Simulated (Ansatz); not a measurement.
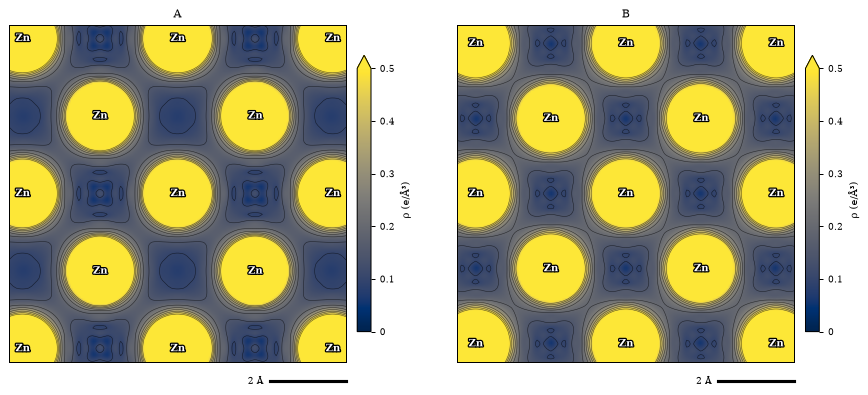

Zn. The valence pseudo-density of two cells that differ in size, on the (010) plane of each (indices in the axes of the calculation cell), at one length scale and on one colour scale; one has 15.2 and the other 16.7 Å³ an atom.

Space group Fm-3m; a structure generated by program, which may or may not match a known phase.

All numbers below come from Ansatz 0.2.0, DFT PBE, scalar-relativistic, plane waves, PAW.

In a PAW calculation such maps are meaningful between the atoms, not at the nuclei.

Which is the denser cell? Describe the effect of the change.

Panel B is the smaller cell, by 9 % in volume. From the larger cell to the smaller, Zn–Zn goes from 2.87 to 2.78 Å, and the density at its midpoint from 0.17 to 0.2 e/Å³; the pressure goes from −5 to 0.0 GPa.
